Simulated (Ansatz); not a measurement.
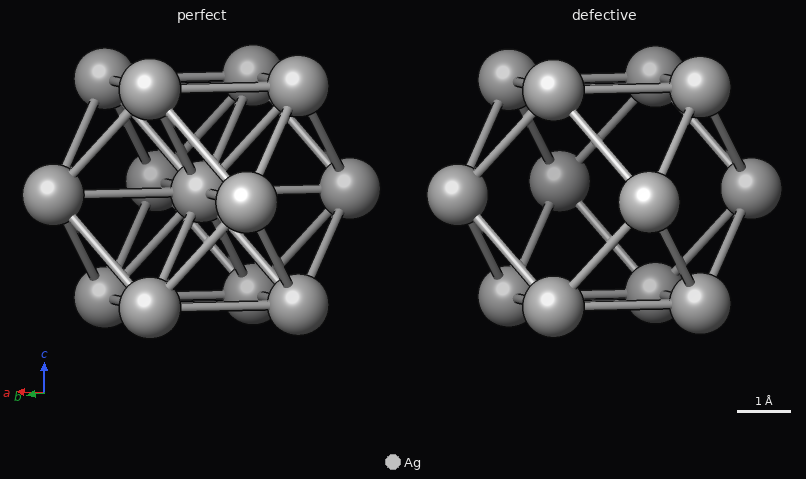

Left: perfect Ag. Right: the same region with one point defect, after relaxing the atoms in a supercell of 16 sites. A ball-and-stick model of the atoms within 3.8 Å of one point, seen from a free direction.

These are results of Ansatz, DFT PBE, scalar-relativistic, plane waves, PAW, not measurements. Set-up: plane-wave cutoff 420 eV; k-point mesh 5 × 5 × 5; occupations gaussian; smearing width 0.1 eV; no spin polarisation. The cell is small and the k-mesh coarse, so the numbers are rough. The axes drawn are those of the host's conventional cell.

What kind of defect was made?

Answer. A silver atom is taken out (a vacancy).

The charge state of the cell is 0.

What does the relaxation do around it?

Answer. Around the empty Ag site the host had 12 Ag at 2.93 Å; after relaxation the nearest atoms are 12 Ag at 2.90 Å. Of the host's atoms, a silver atom moves furthest from its site, by 0.03 Å. Relaxing the atoms from the host's sites lowers the energy by 0.03 eV. At a tolerance of 0.02 Å the relaxed supercell has space group Im-3m.
